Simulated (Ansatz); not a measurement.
SiO2 (space group P-4m2, No. 115). Coordinates: the geometry relaxed with DFT, PBE, plane waves, PAW in Ansatz 0.2.0.

```
CELL_PARAMETERS angstrom
6.96076 0.00000 0.00000
0.00000 6.96076 0.00000
0.00000 0.00000 6.47148
ATOMIC_POSITIONS crystal
Si 0.26921 0.00000 0.11936
Si 0.00000 0.73079 0.88064
Si 0.00000 0.26921 0.88064
Si 0.73079 0.00000 0.11936
Si 0.00000 0.00000 0.50000
O 0.19263 0.00000 0.35717
O 0.00000 0.80737 0.64283
O 0.00000 0.19263 0.64283
O 0.80737 0.00000 0.35717
O 0.19214 0.19214 0.00000
O 0.19214 0.80786 0.00000
O 0.80786 0.19214 0.00000
O 0.80786 0.80786 0.00000
O 0.50000 0.00000 0.12081
O 0.00000 0.50000 0.87919
```

Bonds are taken as O–Si below 1.8 Å; no other contact counts. Simplification: prune 0- and 1-connected atoms, fold 2-connected ones into links.

Derive the underlying net.

The result is a binodal (4,4)-connected, three-periodic net: Si(1d) is a 4-connected node; Si(4j) is a 4-connected node, in the ratio 1:4. O becomes part of the edges. It is a single net, without interpenetration.

| node | links | point symbol | coordination sequence |
| --- | --- | --- | --- |
| Si(1d) | 4 | 4²·8⁴ | 4 8 18 32 52 74 100 128 |
| Si(4j) | 4 | 4³·8³ | 4 9 19 35 52 72 100 131 |

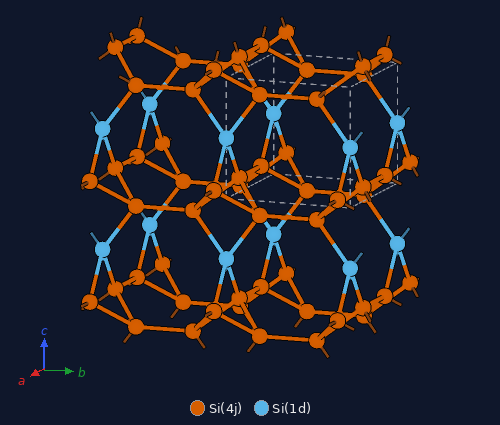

Nodes are coloured by topological kind. Short stubs are edges that leave the cut-out.
